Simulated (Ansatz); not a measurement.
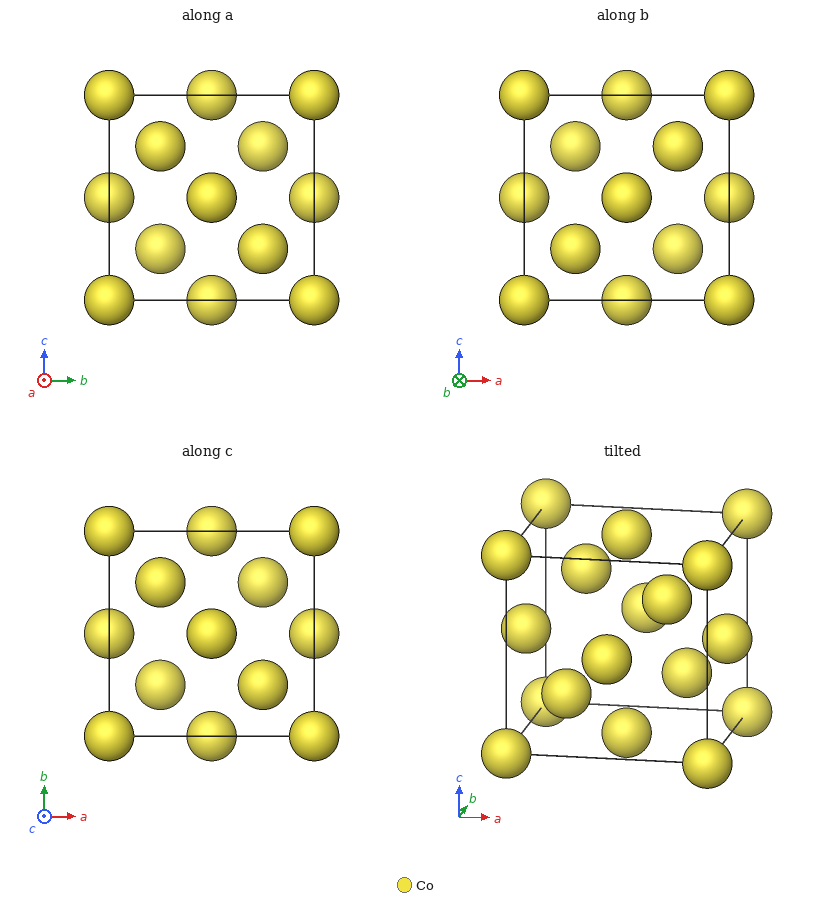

We look at a spheres-only model of the crystal along the a axis, along the b axis, along the c axis and slightly off an axis. Thin lines show the conventional unit cell, with boundary atoms drawn in all their periodic places.

Lattice parameters: a = 5.0348 Å, b = 5.0348 Å, c = 5.0348 Å, α = 90.000°, β = 90.000°, γ = 90.000°.

Transcribe the picture into a CIF in P1 with every atom of the cell.

```cif
data_structure
_symmetry_space_group_name_H-M 'P 1'
_symmetry_Int_Tables_number 1
_cell_length_a 5.0348
_cell_length_b 5.0348
_cell_length_c 5.0348
_cell_angle_alpha 90.000
_cell_angle_beta 90.000
_cell_angle_gamma 90.000
_cell_volume 127.63
loop_
_atom_site_label
_atom_site_type_symbol
_atom_site_fract_x
_atom_site_fract_y
_atom_site_fract_z
_atom_site_occupancy
Co1 Co 0.0000 0.0000 0.0000 1
Co2 Co 0.2500 0.7500 0.7500 1
Co3 Co 0.0000 0.5000 0.5000 1
Co4 Co 0.2500 0.2500 0.2500 1
Co5 Co 0.5000 0.0000 0.5000 1
Co6 Co 0.7500 0.7500 0.2500 1
Co7 Co 0.5000 0.5000 0.0000 1
Co8 Co 0.7500 0.2500 0.7500 1
```

The cell started as a structure type filled with this element by a generator (whether the element takes this form wasn't checked). The picture shows the end point of a geometry optimisation with DFT r2SCAN, scalar-relativistic, plane waves, PAW in Ansatz 0.2.0.
